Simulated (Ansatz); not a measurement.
System: Tl, space group Im-3m (No. 229) (one of a set of cubic test structures, which need not be the stable phase).

One of the inputs:
```
crystal:
  lattice:
    - [-1.988776720137, 1.988776720137, 1.988776720137]
    - [1.988776720137, -1.988776720137, 1.988776720137]
    - [1.988776720137, 1.988776720137, -1.988776720137]
  atoms:
    - { symbol: Tl, position: [0, 0, 0] }
kpoints:
  mp_grid: { grid: [13, 13, 13] }
hamiltonian:
  xc: pbe
  pseudopotentials: { kind: paw }
scf:
  occupations: { method: fermi_dirac, width: 0.061225619053 }
output:
  forces: true
  stress: true
```

Launched with:
```bash
ansatz run input.yaml --threads 1
```

How it was computed, with Ansatz 0.2.0 development build: equation of state of a cubic crystal from periodic Kohn-Sham density functional theory without spin, third-order Birch-Murnaghan fit to the free energies; pressure corrected for the finite basis. Level: PBE, no spin-orbit coupling.

```csv
setting,value
structure type,bcc
atoms in cell,1
space group number,229
lattice centring,body-centred primitive
k mesh,13×13×13
occupation method,Fermi–Dirac
occupation width,0.06123 eV
wave cutoff,420 eV
datasets,soft-1 PAW
density tolerance,1e-07 eV
bands,11
density cutoff ratio,4
search for lower states,default
```

Predict the energy above the lowest point and pressure against volume. The volume takes the values 29.58, 30.21, 30.84, 31.46, 32.09, 32.72, 33.35 Å³/atom.

A third-order Birch–Murnaghan fit gives V0 = 31.46 Å³/atom, B0 = 26.1 GPa and B′ = 5.3. The energy above the lowest point is 10.4 meV/atom at volume 29.58 Å³/atom and 8.2 meV/atom at 33.35 Å³/atom; the lowest computed point is at volume 31.46 Å³/atom (0.0 meV/atom). The pressure falls from 1.895 GPa at volume 29.58 Å³/atom to −1.307 GPa at 33.35 Å³/atom, and changes sign near 31.45 Å³/atom.

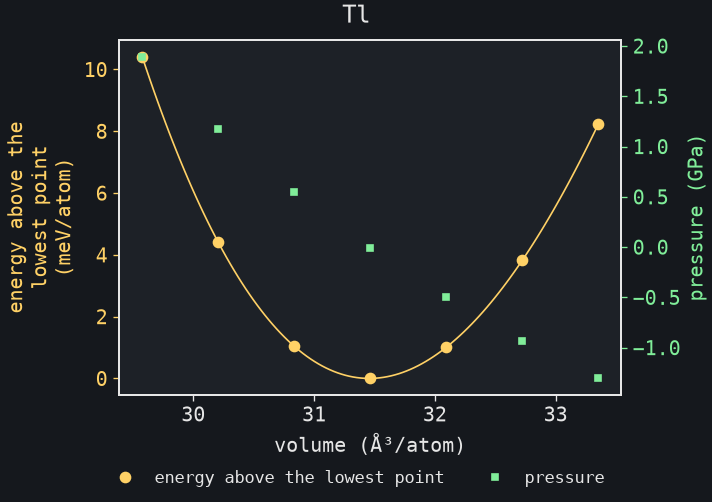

Caveats: cubic model structure, not the ambient form; modest k-mesh, values are not fully converged in k; no spin-orbit coupling with 6p elements.
